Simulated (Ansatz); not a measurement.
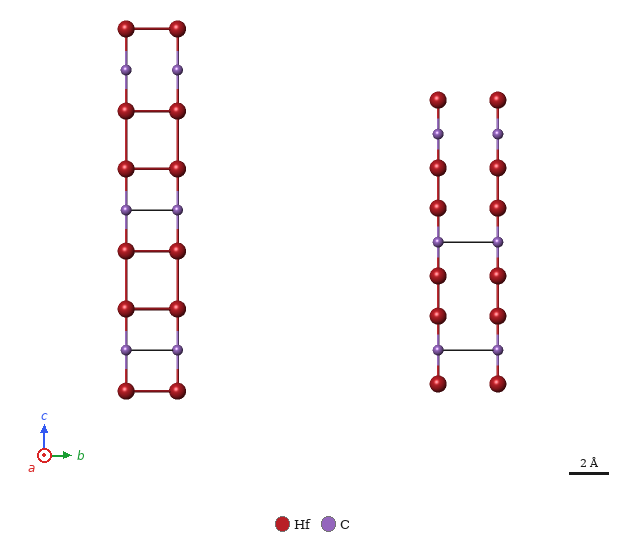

Two geometries of crystalline Hf₂C (a generated structure, set up in P6/mmm) (coarse preliminary run), drawn at one scale. One is the start of a relaxation, the other its converged end. The picture is a ball-and-stick view of the cell of the calculation, repeated 1 × 1 × 2 with one cell outlined, seen along the a axis.

Level of theory: DFT PBE, scalar-relativistic, plane waves, PAW (Ansatz 0.2.0). Settings: plane-wave cutoff 420 eV; k-point mesh 6 × 6 × 4; occupations gaussian; smearing width 0.1 eV; no spin polarisation; cell and atoms relaxed; force threshold 0.04 eV/Å; at most 70 steps.

**Which of the two is the end point?**

The left one is the relaxed one. The largest moves relative to the cell, 0.15 Å, are those of Hf atoms. C stays in place. Cell: a = b 3.560 → 3.064 Å (−13.9 %), c 5.577 → 7.229 Å (+29.6 %). Volume −4.0 %. Some distances before and after: Hf–Hf 2.075 → 2.988 Å, Hf–Hf 3.560 → 3.064 Å, C–Hf 1.751 → 2.121 Å. The space group stays P6/mmm (No. 191). Over 10 accepted moves (13 points after the start) the energy falls by 1936 meV per atom. Largest force component: 5.2 eV/Å at the start, 0.01 eV/Å at the end. Pressure: 41.39 GPa at the start and −0.02 GPa at the end. The line search rejected the trial step at point 8 of the run. At 2 points the geometry stayed and the basis and grid were re-selected for the new cell (energy shift of 32.3 meV per atom at most each time).
